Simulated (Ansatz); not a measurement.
Run report: Rh, geometry relaxation (part 2 of 2)

Continued. System: Rh (P6₃/mmc, 2 atoms in the cell). Method: DFT, PBE, plane waves (420 eV) with PAW, scalar-relativistic, spin-polarised (Ansatz 0.2.0); cutoff 420 eV, 13×13×7 k-mesh, Fermi–Dirac smearing of 0.05 eV, collinear spins. The structure was built on a prototype by a generator; it need not be a known phase.

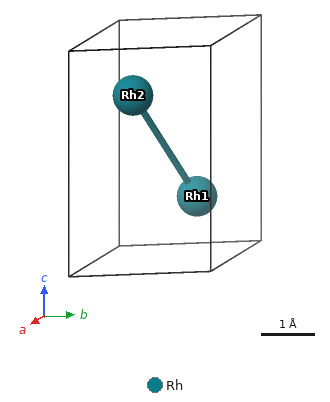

Fig. 1: The geometry at step 2 of the log (ball-and-stick view of the cell of the calculation, seen slightly off an axis; atoms are numbered from 1 in the order of the input).

**What the program printed, continued**
```
SCF iter   1: F=—  HF=-12805.713133 eV  |F-HF|=—  |Δ(HF+E_count)|=         —  Δρ=1.73e-4 (↑1.25e-4 ↓1.73e-4)  dr2=1.39e-5  dr2_m=9.90e-7  M=0.003 μB ∫|m|=0.003 μB  β_m=0.65  ethr=5.13e-8  ⟨swp⟩=2.1  Hψ=18272  notcnv=0
preconditioner: auto → none  [metal: Δε(μ)=0.006 eV  Ē_g=8.987 eV  σ=0.050 eV  W_gap=0.03  n_scr=2 (ndim 8)  ℏωp=29.7 eV  f_vac=0.000  D(μ)=3.69/eV (n_scr^D=54)]
SCF iter   2: F=—  HF=-12805.713130 eV  |F-HF|=—  |Δ(HF+E_count)|=   2.69e-6  Δρ=9.84e-5 (↑8.40e-5 ↓9.84e-5)  dr2=5.73e-6  dr2_m=2.59e-7  M=0.002 μB ∫|m|=0.002 μB  β_m=0.37  ethr=4.09e-8  ⟨swp⟩=2.0  Hψ=6104  notcnv=0
SCF iter   3: F=—  HF=-12805.713129 eV  |F-HF|=—  |Δ(HF+E_count)|=   1.28e-6  Δρ=4.81e-5 (↑4.81e-5 ↓3.86e-5)  dr2=2.88e-7  dr2_m=1.99e-7  M=0.002 μB ∫|m|=0.002 μB  β_m=0.58  ethr=1.69e-8  ⟨swp⟩=2.1  Hψ=5385  notcnv=0
SCF iter   4: F=—  HF=-12805.713131 eV  |F-HF|=—  |Δ(HF+E_count)|=   2.55e-6  Δρ=3.68e-5 (↑2.60e-5 ↓3.68e-5)  dr2=9.60e-8  dr2_m=2.25e-7  M=0.001 μB ∫|m|=0.001 μB  β_m=0.79  ethr=8.48e-10  ⟨swp⟩=2.4  Hψ=6460  notcnv=0
SCF iter   5: F=—  HF=-12805.713132 eV  |F-HF|=—  |Δ(HF+E_count)|=   1.18e-6  Δρ=9.01e-6 (↑8.42e-6 ↓9.01e-6)  dr2=2.18e-8  dr2_m=4.38e-9  M=0.000 μB ∫|m|=0.000 μB  β_m=0.71  ethr=2.82e-10  ⟨swp⟩=2.0  Hψ=6467  notcnv=0
iter 6 did not close the SCF: its close was put off for a magnetic moment that had not settled (scf_convergence_deferred on its scf_iter line)
SCF iter   6: F=-12805.713132 eV  HF=-12805.713132 eV  |F-HF|=4.40e-9  |Δ(HF+E_count)|=   1.37e-8  Δρ=4.29e-6 (↑2.90e-6 ↓4.29e-6)  dr2=6.99e-9  dr2_m=4.70e-10  M=0.000 μB ∫|m|=0.000 μB  β_m=0.85  ethr=6.41e-11  ⟨swp⟩=1.3  Hψ=10715  notcnv=0
SCF iter   7: F=-12805.713132 eV  HF=-12805.713132 eV  |F-HF|=1.38e-10  |Δ(HF+E_count)|=   1.24e-9  Δρ=8.34e-7 (↑7.51e-7 ↓8.34e-7)  dr2=2.46e-10  dr2_m=1.71e-11  M=0.000 μB ∫|m|=0.000 μB  ethr=2.06e-11  ⟨swp⟩=1.1  Hψ=9826  notcnv=0
the starting moments were not kept: the SCF closed with an absolute magnetisation of 1.8e-5 μB, where they sum to 2 μB in size (2 sites). That is at most 0.1 of that sum. Measured as dr2_m measures the in/out step, that magnetisation stands 1.1e-10 eV from none, at or under the dr2_threshold of 2.0e-7 eV: it is no larger than a step whose dr2_m would equal this threshold.
SCF 4 converged in 7 iterations: F = -12805.713132 eV  dr2 = 2.46e-10
relax step   4: F+E_penalty+E_count = -12805.71313239 eV  Δ(F+E_penalty+E_count) = -1.060e-4 eV  max|allowed force component| = 2.082e-17 eV/Å  Δτ_max = 0.0000 Å  P = +0.009 GPa  Ω = 28.207 Å³  energy of the carried Pulay correction = -4.852e-4 eV  (7 SCF iters, dr2 threshold 2.00e-7 eV, accepted)
Crystal: 2 atoms, lattice volume = 28.208 Å³
iter 1 solved again at ethr=6.46e-9 eV; its pass at ethr=3.10e-3 eV (dr2=2.19e-6 eV) is discarded
SCF iter   1: F=—  HF=-12805.713137 eV  |F-HF|=—  |Δ(HF+E_count)|=         —  Δρ=6.63e-5 (↑6.63e-5 ↓5.15e-5)  dr2=6.68e-7  dr2_m=9.72e-8  M=-0.000 μB ∫|m|=0.000 μB  β_m=0.65  ethr=6.46e-9  ⟨swp⟩=2.0  Hψ=17986  notcnv=0
preconditioner: auto → none  [metal: Δε(μ)=0.010 eV  Ē_g=8.986 eV  σ=0.050 eV  W_gap=0.05  n_scr=2 (ndim 8)  ℏωp=29.7 eV  f_vac=0.000  D(μ)=3.70/eV (n_scr^D=54)]
SCF iter   2: F=—  HF=-12805.713137 eV  |F-HF|=—  |Δ(HF+E_count)|=   1.80e-7  Δρ=2.22e-5 (↑2.22e-5 ↓1.67e-5)  dr2=5.43e-8  dr2_m=2.65e-8  M=-0.000 μB ∫|m|=0.000 μB  β_m=0.58  ethr=1.97e-9  ⟨swp⟩=2.5  Hψ=6700  notcnv=0
SCF iter   3: F=—  HF=-12805.713138 eV  |F-HF|=—  |Δ(HF+E_count)|=   5.38e-8  Δρ=7.15e-6 (↑7.15e-6 ↓4.99e-6)  dr2=7.98e-9  dr2_m=4.61e-9  M=-0.000 μB ∫|m|=0.000 μB  β_m=0.58  ethr=1.60e-10  ⟨swp⟩=2.1  Hψ=5774  notcnv=0
iter 4 did not close the SCF: its close was put off for a magnetic moment that had not settled (scf_convergence_deferred on its scf_iter line)
SCF iter   4: F=-12805.713138 eV  HF=-12805.713138 eV  |F-HF|=2.40e-10  |Δ(HF+E_count)|=   4.09e-9  Δρ=2.63e-6 (↑2.63e-6 ↓1.30e-6)  dr2=3.81e-10  dr2_m=8.03e-10  M=-0.000 μB ∫|m|=0.000 μB  β_m=0.68  ethr=2.35e-11  ⟨swp⟩=1.9  Hψ=11240  notcnv=0
SCF iter   5: F=-12805.713138 eV  HF=-12805.713138 eV  |F-HF|=2.18e-11  |Δ(HF+E_count)|=  4.73e-10  Δρ=5.28e-7 (↑5.28e-7 ↓3.20e-7)  dr2=5.36e-11  dr2_m=1.59e-11  M=-0.000 μB ∫|m|=0.000 μB  ethr=1.12e-12  ⟨swp⟩=1.0  Hψ=10526  notcnv=0
the starting moments were not kept: the SCF closed with an absolute magnetisation of 7.0e-6 μB, where they sum to 2 μB in size (2 sites). That is at most 0.1 of that sum. Measured as dr2_m measures the in/out step, that magnetisation stands 1.6e-11 eV from none, at or under the dr2_threshold of 2.3e-8 eV: it is no larger than a step whose dr2_m would equal this threshold.
SCF 5 converged in 5 iterations: F = -12805.713138 eV  dr2 = 5.36e-11
relax step   5: F+E_penalty+E_count = -12805.71313751 eV  Δ(F+E_penalty+E_count) = -5.123e-6 eV  max|allowed force component| = 2.313e-17 eV/Å  Δτ_max = 0.0000 Å  P = +0.001 GPa  Ω = 28.208 Å³  energy of the carried Pulay correction = -4.860e-4 eV  (5 SCF iters, dr2 threshold 2.31e-8 eV, accepted)
Basis set: ecut = 420 eV, 549 PW (Γ), exchange–correlation on 40×40×60 points (8 copies of the dense FFT grid, shifted against one another)
Initial wavefunctions: pseudopotential atomic-orbital guess (no wavefunctions were taken with the density)
iter 1 solved again at ethr=7.79e-9 eV; its pass at ethr=3.10e-3 eV (dr2=2.65e-6 eV) is discarded
SCF iter   1: F=—  HF=-12805.713519 eV  |F-HF|=—  |Δ(HF+E_count)|=         —  Δρ=1.96e-4 (↑1.96e-4 ↓1.96e-4)  dr2=1.14e-6  dr2_m=2.75e-11  M=-0.000 μB ∫|m|=0.000 μB  β_m=0.65  ethr=7.79e-9  ⟨swp⟩=3.9  Hψ=26349  notcnv=0
SCF iter   2: F=—  HF=-12805.713597 eV  |F-HF|=—  |Δ(HF+E_count)|=   7.81e-5  Δρ=6.91e-5 (↑6.91e-5 ↓6.91e-5)  dr2=2.19e-7  dr2_m=5.21e-12  M=-0.000 μB ∫|m|=0.000 μB  β_m=0.56  ethr=3.34e-9  ⟨swp⟩=2.4  Hψ=6654  notcnv=0
SCF iter   3: F=—  HF=-12805.713606 eV  |F-HF|=—  |Δ(HF+E_count)|=   8.75e-6  Δρ=3.03e-5 (↑3.03e-5 ↓3.03e-5)  dr2=3.05e-8  dr2_m=1.92e-12  M=-0.000 μB ∫|m|=0.000 μB  β_m=0.59  ethr=6.44e-10  ⟨swp⟩=2.0  Hψ=5168  notcnv=0
SCF iter   4: F=—  HF=-12805.713608 eV  |F-HF|=—  |Δ(HF+E_count)|=   2.11e-6  Δρ=9.62e-7 (↑9.62e-7 ↓9.34e-7)  dr2=3.29e-10  dr2_m=4.81e-13  M=-0.000 μB ∫|m|=0.000 μB  β_m=0.72  ethr=8.98e-11  ⟨swp⟩=2.1  Hψ=6597  notcnv=0
SCF iter   5: F=—  HF=-12805.713608 eV  |F-HF|=—  |Δ(HF+E_count)|=   8.39e-8  Δρ=1.37e-7 (↑1.37e-7 ↓8.46e-8)  dr2=8.72e-12  dr2_m=4.13e-13  M=-0.000 μB ∫|m|=0.000 μB  β_m=0.85  ethr=1.00e-12  ⟨swp⟩=2.5  Hψ=6144  notcnv=0
SCF iter   6: F=—  HF=-12805.713608 eV  |F-HF|=—  |Δ(HF+E_count)|=  8.37e-11  Δρ=8.80e-8 (↑8.80e-8 ↓6.17e-8)  dr2=5.79e-12  dr2_m=6.50e-14  M=-0.000 μB ∫|m|=0.000 μB  β_m=0.92  ethr=1.00e-12  ⟨swp⟩=1.0  Hψ=3696  notcnv=0
SCF iter   7: F=-12805.713608 eV  HF=-12805.713608 eV  |F-HF|=0.00e0  |Δ(HF+E_count)|=  1.82e-11  Δρ=5.68e-8 (↑5.68e-8 ↓5.35e-8)  dr2=3.45e-12  dr2_m=8.92e-16  M=-0.000 μB ∫|m|=0.000 μB  ethr=1.00e-12  ⟨swp⟩=3.1  Hψ=13886  notcnv=0
the starting moments were not kept: the SCF closed with an absolute magnetisation of 1.6e-7 μB, where they sum to 2 μB in size (2 sites). That is at most 0.1 of that sum. Measured as dr2_m measures the in/out step, that magnetisation stands 9.1e-15 eV from none, at or under the dr2_threshold of 2.0e-11 eV: it is no larger than a step whose dr2_m would equal this threshold.
SCF 6 converged in 7 iterations: F = -12805.713608 eV  dr2 = 3.45e-12
relax step   6: F+E_penalty+E_count = -12805.71360793 eV  Δ(F+E_penalty+E_count) = -4.704e-4 eV  max|allowed force component| = 3.007e-17 eV/Å  Δτ_max = 0.0000 Å  P = -0.003 GPa  Ω = 28.208 Å³  stress off target by 8.51e-3 GPa  SCF on the basis re-selected at this cell (its energy is not comparable with the rows above)  (7 SCF iters)
```

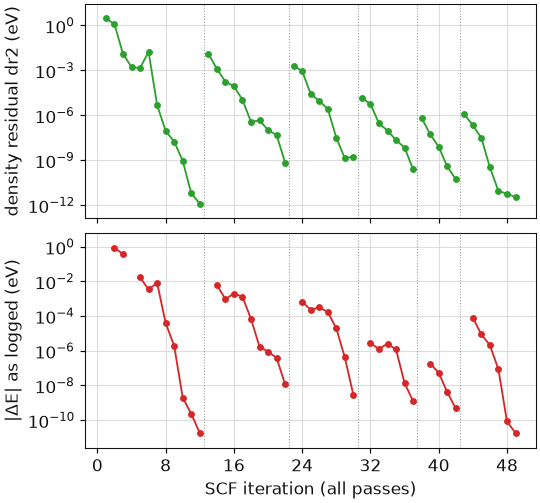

Fig. 2: Convergence of the self-consistent field: density residual dr2 and size of the energy change against the SCF iteration. The dotted lines part the SCF passes of the relaxation: geometry steps, rejected trials and re-solves on a re-selected basis. The 6 passes take 5 to 12 iterations each, 49 in all.

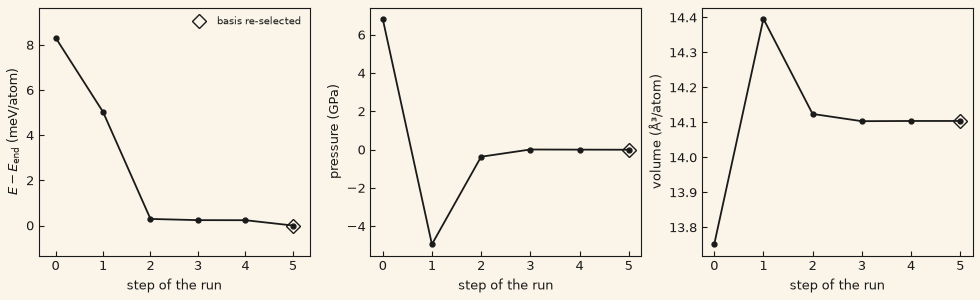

Fig. 3: Progress of the relaxation, step by step (the first geometry is step 0 here and step 1 in the log).

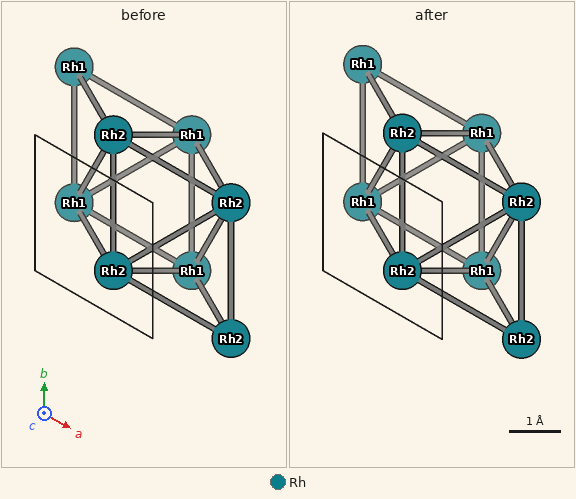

Fig. 4: Before (left) and after (right) the relaxation, at one scale (ball-and-stick view of the cell of the calculation, repeated 2 × 2 × 1, along the c axis). The energy falls by 8.1 meV per atom in 4 geometry steps. All forces vanish by symmetry, so only the cell relaxes. The pressure goes from 6.83 to 0.00 GPa. No atom moves by more than 0.005 Å relative to the cell. Cell: a = b 2.689 → 2.723 Å (+1.2 %), c 4.391 → 4.394 Å (+0.1 %). Volume +2.6 %. Among the contacts that change: Rh1–Rh1 2.689 → 2.723 Å, Rh1–Rh2 2.689 → 2.701 Å. The space group stays P6_3/mmc (No. 194). A last SCF at the same geometry on a re-selected plane-wave basis shifts the energy by −0.2 meV per atom. (Atoms are counted from 1 in the order of the input.)

```
basis re-selected at this cell: Δ(F+E_penalty+E_count) = -4.704e-4 eV, ΔP = -0.004 GPa vs the last step (what re-selecting the basis moved, of the pressure what is left beyond the Pulay correction that the steps carried, after the strain that the cell walked since its last selection, with what the two solves' SCF thresholds leave and, on support functions, any second-order correction that the steps lacked; it is no measure of the basis error at this ecutwfc). The dense FFT grid was sized anew with the basis: this SCF ran on 20×20×30 points, the steps before it on 18×18×30, so part of this shift can come from that change (see relax.cell in the input reference). This SCF's stress stands 8.51e-3 GPa from its target on what of the cell is left free (relax.cell.stress_tol is 5.00e-2 GPa) and its largest allowed force component is 3.01e-17 eV/Å (relax.f_tol is 1.00e-2 eV/Å): within both
SCF converged after 7 iterations
Magnetization: -0.0000 μB (17.0000 up, 17.0000 down)
Absolute magnetization: 0.0000 μB (∫|ρ↑−ρ↓|, with the PAW one-centre terms)
Spin contamination: 0.0000 ħ² per cell (⟨S²⟩ above its minimum at these occupations)
Per-site moments (μB) at R_I (Å): [(-7.863816149157731e-8, 1.1143061197222734), (-7.863816185470756e-8, 1.1143061197222734)]
Free energy (F): -12805.713608 eV
Harris-Foulkes:  -12805.713608 eV  (|F-HF|=0.00e0)
Internal energy: -12805.683132 eV  (E = F + TS)
E sigma→0 (E₀):  -12805.698370 eV
Entropy (-TS):   -0.030476 eV (-15.238 meV/atom)
Fermi energy:    21.784818 eV
--- Per-component energies (eV) ---
  E_band       = -191.094783
  E_kinetic    = 1145.636462
  E_local      = -3190.660630  (includes V_loc(G=0)·N_el)
  E_nonlocal   = 709.325318
  E_hartree    = 1121.692337
  E_xc         = -443.417561
  E_vxc        = -556.620492  (∫ρ·V_xc dr)
  E_paw        = -7173.807188  (= ΣΔE_a)
  E_vpaw       = -542.161729  (= ΣTr[D̂ρ^β])
  E_aug_tail   = 0.001735  (compensation charges beyond the density's cutoff)
  E_ewald      = -4974.453605
  E_smearing   = -0.030476  (= −TS)
  E_closure    = 0.000000  (closes the sum)
  Σ components = -12805.713608   (vs F -12805.713608, Δ=0.00e0)
--- Forces (eV/Å), atoms counted from 1 ---
  atom   1  Rh    -0.00000000     0.00000000     0.00000000
  atom   2  Rh     0.00000000    -0.00000000     0.00000000
  max |Σ_I F_I| component: 9.25e-18 eV/Å
--- Stress (GPa, compression-positive) ---
       -0.000330       0.000000       0.000000
        0.000000      -0.000330       0.000000
        0.000000       0.000000      -0.008506
  P = ⅓ Tr σ = -0.0031 GPa (-0.031 kbar)
--- Relaxed structure (5 steps of the walk, 5 accepted, 1 SCFs on fresh bases) ---
  F+E_penalty+E_count = -12805.71360793 eV   max|allowed force component| = 3.007e-17 eV/Å   (the final SCF, on the basis selected at the relaxed cell)
  cell:  # Å, volume = 28.2083 Å³
    - [2.722752025583325, -2.9227712688492645e-11, 0.0]
    - [-1.3613760127663506, 2.3579724223753113, 0.0]
    - [0.0, 0.0, 4.393702644777695]
  atoms:
    - { symbol: Rh, position: [0.33333333333333326, 0.6666666666666665, 0.24999999999999997] }
    - { symbol: Rh, position: [0.6666666666666666, 0.3333333333333333, 0.7499999999999999] }
```

**Trajectory as extended XYZ (Å, eV, eV/Å), 6 frames, from step=1 to step=6**
```
2
Lattice="2.6892 0.0000 0.0000 -1.3446 2.3289 0.0000 0.0000 0.0000 4.3915" Properties=species:S:1:pos:R:3:forces:R:3 step=1 energy=-12805.69695 pressure_GPa=6.83
Rh    0.0000    1.5526    1.0979    0.0000   0.0000   0.0000
Rh    1.3446    0.7763    3.2936    0.0000   0.0000   0.0000
2
Lattice="2.7411 0.0000 0.0000 -1.3705 2.3738 0.0000 0.0000 0.0000 4.4249" Properties=species:S:1:pos:R:3:forces:R:3 step=2 energy=-12805.70354 pressure_GPa=-4.94
Rh    0.0000    1.5826    1.1062    0.0000   0.0000   0.0000
Rh    1.3705    0.7913    3.3187    0.0000   0.0000   0.0000
2
Lattice="2.7226 0.0000 0.0000 -1.3613 2.3579 0.0000 0.0000 0.0000 4.4004" Properties=species:S:1:pos:R:3:forces:R:3 step=3 energy=-12805.71303 pressure_GPa=-0.37
Rh    0.0000    1.5719    1.1001    0.0000   0.0000   0.0000
Rh    1.3613    0.7860    3.3003    0.0000   0.0000   0.0000
2
Lattice="2.7222 0.0000 0.0000 -1.3611 2.3575 0.0000 0.0000 0.0000 4.3954" Properties=species:S:1:pos:R:3:forces:R:3 step=4 energy=-12805.71313 pressure_GPa=0.01
Rh    0.0000    1.5716    1.0989    0.0000   0.0000   0.0000
Rh    1.3611    0.7858    3.2966    0.0000   0.0000   0.0000
2
Lattice="2.7228 0.0000 0.0000 -1.3614 2.3580 0.0000 0.0000 0.0000 4.3937" Properties=species:S:1:pos:R:3:forces:R:3 step=5 energy=-12805.71314 pressure_GPa=0.00
Rh    0.0000    1.5720    1.0984    0.0000   0.0000   0.0000
Rh    1.3614    0.7860    3.2953    0.0000   0.0000   0.0000
2
Lattice="2.7228 0.0000 0.0000 -1.3614 2.3580 0.0000 0.0000 0.0000 4.3937" Properties=species:S:1:pos:R:3:forces:R:3 step=6 energy=-12805.71361 pressure_GPa=-0.00
Rh    0.0000    1.5720    1.0984    0.0000   0.0000   0.0000
Rh    1.3614    0.7860    3.2953    0.0000   0.0000   0.0000
```

The run was set up as follows.

**The input**
```yaml
crystal:
  lattice:
    - [2.6891940459, 0.0, 0.0]
    - [-1.3445970229, 2.3289103594, 0.0]
    - [0.0, 0.0, 4.3914538769]
  atoms:
    - { symbol: Rh, position: [0.3333333333, 0.6666666667, 0.25], spin: 1.0 }
    - { symbol: Rh, position: [0.6666666667, 0.3333333333, 0.75], spin: 1.0 }
hamiltonian:
  xc: pbe
  pseudopotentials:
    kind: paw
    azcp:
      Rh: "pseudopotentials/Rh.paw.azcp"
basis:
  ecutwfc: 420
  fft_grid_basis: typed
kpoints:
  mp_grid: { grid: [13, 13, 7], shift: [0, 0, 0] }
magnetization:
  spin_polarized: true
scf:
  occupations: { method: fermi_dirac, width: 0.05 }
relax:
  max_steps: 60
  f_tol: 0.01
  cell: {}
```

**Results in brief**

- outcome: converged
- space group (tolerance 0.01 Å): P6₃/mmc (194)
- electrons treated: 34
- free energy: −12805.7136 eV
- Fermi energy: 21.785 eV
- net moment of the cell: 0.00 μB
- integrated absolute moment: 0.00 μB
- pressure: 0.00 GPa
- final volume: 28.21 Å³
- largest force (length of the vector) at the end: under 0.001 eV/Å
- final cell: a = 2.723 Å, b = 2.723 Å, c = 4.394 Å, α = 90.00°, β = 90.00°, γ = 120.00°
- hardware: 2 threads of an x86-64 CPU, shared host
- wall time: 16 s (CPU time 30 s)
- peak memory: 0.41 GiB

**Notes**

Warnings of the run: some starting moments were not kept.
